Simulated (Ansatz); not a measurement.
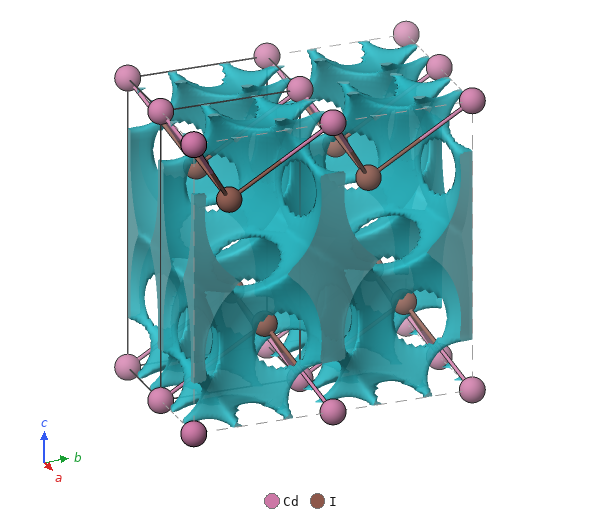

The teal surface encloses the points that the centre of a probe sphere of radius 0.10 Å can occupy in CdI₂ (P-3m1), computed on a grid of about 0.12 Å (2×2×1 cells shown, view slightly off an axis; pale faces close the region where the box cuts it).

The atoms' radii are Shannon crystal radii (six-coordinate where tabulated): Cd 1.09 Å, I 2.06 Å.

Source of the atomic positions: the geometry relaxed with DFT, PBE-D4, plane waves, PAW (Ansatz 0.2.0).

```
Cd I
1.0
     4.24068    0.00000    0.00000
    -2.12034    3.67253    0.00000
     0.00000    0.00000    6.82192
Cd I
1 2
Cartesian
  0.0000 0.0000 0.0000
  0.0000 2.4484 1.7296
  2.1203 1.2242 5.0923
```

Describe the connectivity of the accessible space.

Where they connect, they form a three-dimensional network.

What share of the cell can the probe's centre reach?

About 16 % of the volume (17 Å³ of 106.2 Å³).

Give the largest included and the largest free sphere.

The largest sphere that fits anywhere has a diameter of 1.82 Å; the largest that can travel through the crystal, about 0.7 Å.

How does the connectivity change as the probe shrinks?

Below a radius of about 0.36 Å the space forms a two-dimensional network in layers parallel to (001). Below a radius of about 0.21 Å the space forms a three-dimensional network. These are grid estimates, good to about 0.05 Å.
